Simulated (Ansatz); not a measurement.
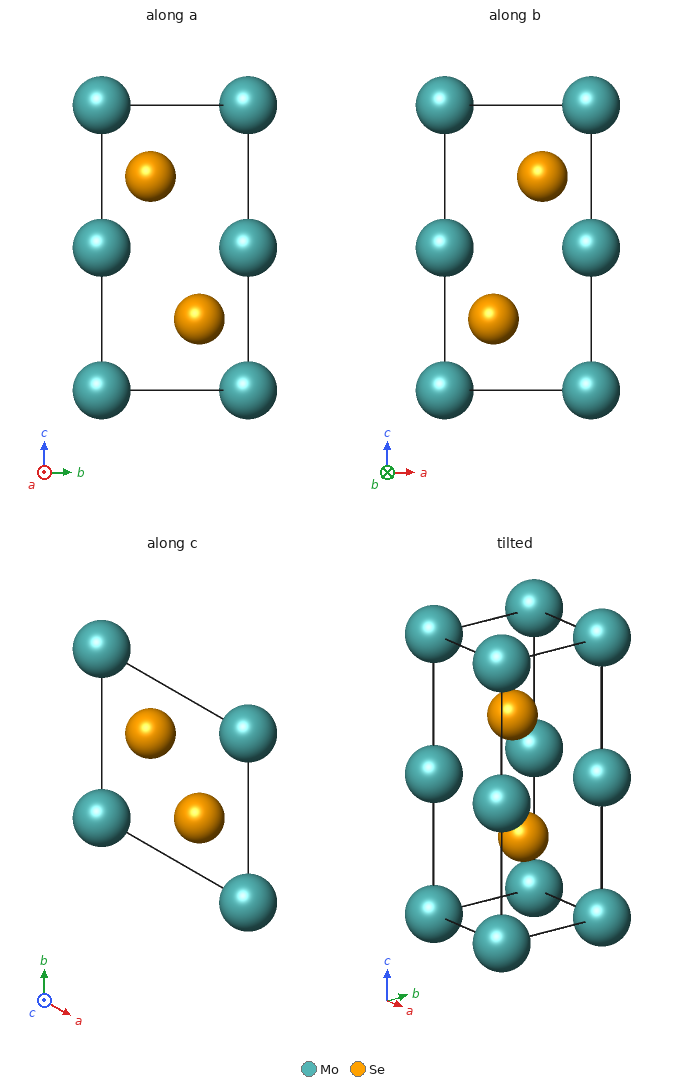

Crystal structure, spheres-only style, seen along the a axis, along the b axis, along the c axis and slightly off an axis. The wireframe shows the conventional unit cell.

Lattice parameters: a = 4.024 Å, b = 4.024 Å, c = 6.784 Å, α = 90.00°, β = 90.00°, γ = 120.00°.

Question: From the views, write a table of Wyckoff sites.

Answer: Space group P6_3/mmc (No. 194).
| atom | site | x | y | z |
| --- | --- | --- | --- | --- |
| Mo | 2a | 0.0000 | 0.0000 | 0.0000 |
| Se | 2c | 0.3333 | 0.6667 | 0.2500 |

The initial geometry was a structure type filled with these elements by a generator (whether the compound takes this form wasn't checked). The geometry comes from a coarse first relaxation with DFT PBE+U, scalar-relativistic, plane waves, PAW (Ansatz 0.2.0).
